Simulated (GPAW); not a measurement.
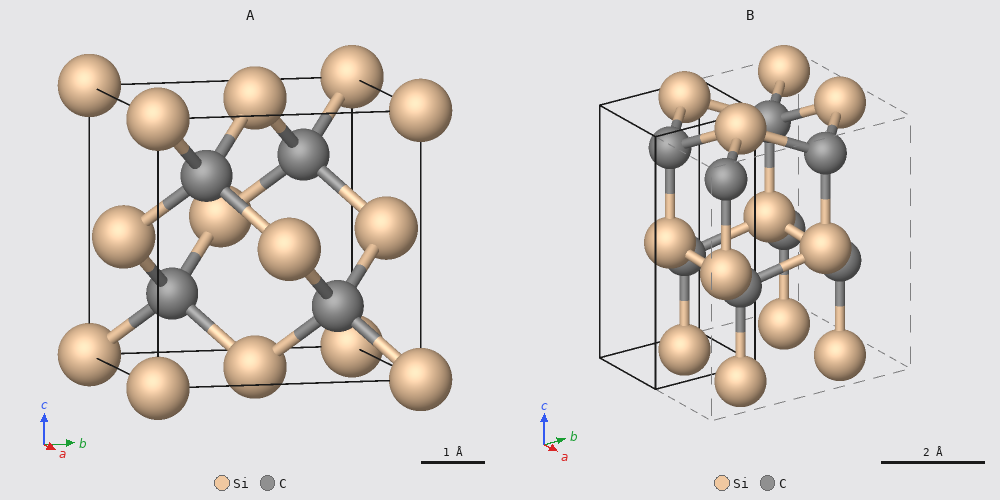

Two structures of SiC, each relaxed (cell and atoms) at zero pressure; conventional cells in solid outline, small ones repeated, each panel with its own scale. Alike in all runs: GPAW 26.7.0; functional BLYP; dispersion D4; potentials PAW data sets generated in the run's folder for this functional; cutoff 800 eV; occupations fermi-dirac, width 0.05 eV; no spin polarisation; no spin-orbit coupling. The k meshes have like spacings.

> Give the type and space group of each panel.

A: zinc blende type, F-43m; B: wurtzite, P6₃mc.

> Rank them by energy, lowest first.

A, then B (+8 meV/atom), static energies at zero smearing.

> Collect the results in a table.

| panel | space group | E − E(lowest) (meV/atom) | volume (Å³/atom) | gap (eV) |
| --- | --- | --- | --- | --- |
| A | F-43m | 0 | 10.3 | 1.70 |
| B | P6₃mc | 8 | 10.3 | 2.91 |

The starts are database entries or structure types tried for this composition, and the most stable form need not be among them. Approximate functionals can misorder forms that lie within a few tens of meV/atom, as they do the rutile and anatase forms of TiO₂. Gaps are the least found on the k-mesh, which misses some points of high symmetry; where the band edges lie there, the true gap is smaller, at times by an eV.

Caveat: later steps reuse the first step's grids; semilocal functionals give gaps below the measured ones.
